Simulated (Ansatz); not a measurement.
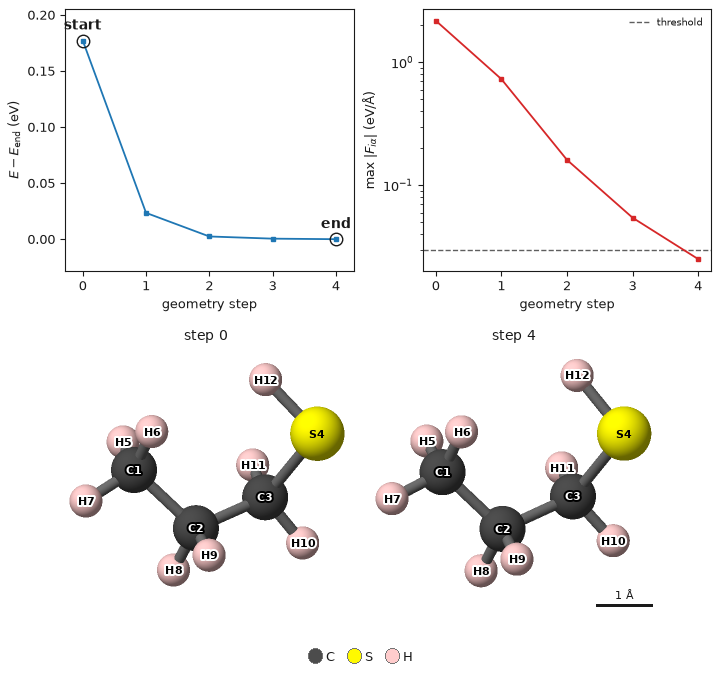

First and last geometry of a relaxation of C3H8S (coarse preliminary run), with the history of the run. The picture is a ball-and-stick view, seen at a tilt.

The start comes from a force field.

All numbers below come from RKS PBE-D4/def2-SVP (Ansatz 0.2.0).

The input:
```yaml
crystal:
  periodic: [false, false, false]
  atoms:
    - {symbol: C, position_ang: [-1.312800, -0.360700, -0.299000]}
    - {symbol: C, position_ang: [0.035600, -0.696100, 0.411800]}
    - {symbol: C, position_ang: [1.210500, 0.190200, -0.020900]}
    - {symbol: S, position_ang: [1.023200, 1.949200, 0.578200]}
    - {symbol: H, position_ang: [-1.144100, -0.348000, -1.373100]}
    - {symbol: H, position_ang: [-1.670100, 0.599200, 0.050800]}
    - {symbol: H, position_ang: [-2.005300, -1.156900, -0.017800]}
    - {symbol: H, position_ang: [0.291600, -1.717900, 0.145900]}
    - {symbol: H, position_ang: [-0.092100, -0.681700, 1.467400]}
    - {symbol: H, position_ang: [2.169900, -0.213900, 0.379500]}
    - {symbol: H, position_ang: [1.340100, 0.246200, -1.154100]}
    - {symbol: H, position_ang: [-0.028800, 2.245200, -0.229300]}
basis:
  gaussian: {orbitals: def2-SVP}
hamiltonian: {xc: pbe, dispersion: d4}
relax: {f_tol: 0.03, max_steps: 200}
```

**Read the history and describe the run.**

It converged. H12 moves most after the best rigid fit: 0.13 Å. By element the largest moves are H 0.13 Å, C 0.06 Å, S 0.02 Å. Among the contacts that change: C2–H9 1.063 → 1.111 Å, C1–C2 1.561 → 1.528 Å, C3–H11 1.142 → 1.110 Å, C1–H6 1.082 → 1.110 Å. Among the angles between lasting bonds that change: C2–C1–H7 105.9° → 111.5°, S4–C3–H10 108.2° → 103.8°, H6–C1–H7 110.7° → 107.4°. After 4 geometry steps the energy has fallen by 0.177 eV. Largest force component: 2.2 eV/Å at the start, 0.025 eV/Å at the end. The run took about 30 core-seconds on a shared host.
